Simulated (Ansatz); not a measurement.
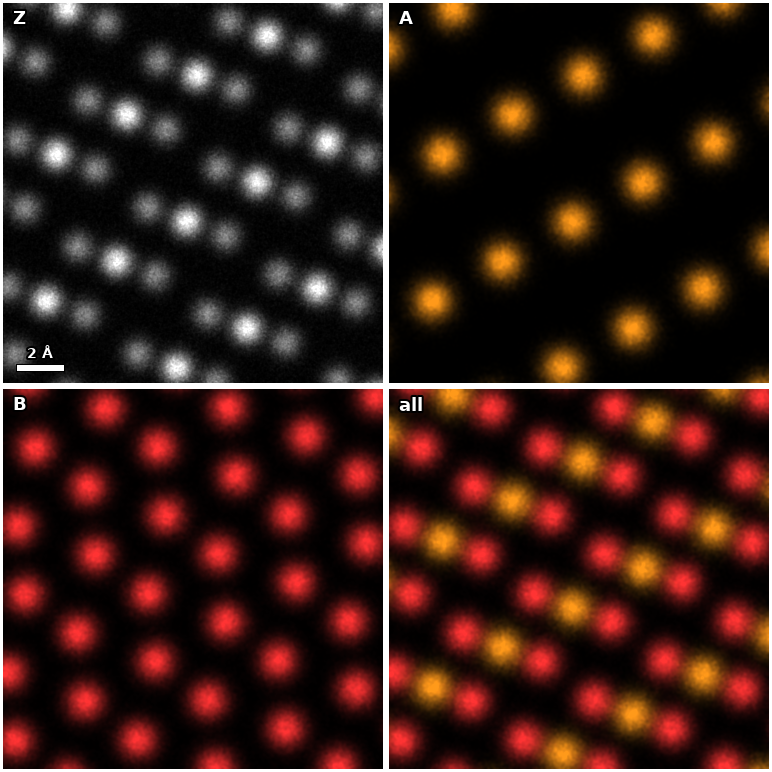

Te$_{2}$Pt (P-3m1, No. 164) along [100]. Panel Z: Simulated incoherent Z contrast: every atom adds Z^1.7 spread by a probe of 1.02 Å full width; channelling and multiple scattering are left out. Shot noise was added. The other panels are simulated element maps (the number of atoms of one element along the beam, blurred by 1.3 Å, with counting noise; each on its own scale, no channelling); the last overlays them. Atomic positions: a calculation's input that goes back to an entry of the Crystallography Open Database (an earlier step may have relaxed or displaced it).

Space group P-3m1 (No. 164). a = 4.038 Å, b = 4.038 Å, c = 5.311 Å, α = 90.00°, β = 90.00°, γ = 120.00°
```
atom  site  symmetry       x       y       z
  Te    2d       3m.  0.3333  0.6667  0.2568
  Pt    1a      -3m.  0.0000  0.0000  0.0000
```

**Which element does each lettered map show?**

A: Pt, B: Te. The projected cell (3.50 × 5.31 Å, 90°) holds 3 columns: 2 of Te and 1 of Pt. No column is shared by two of the mapped elements.
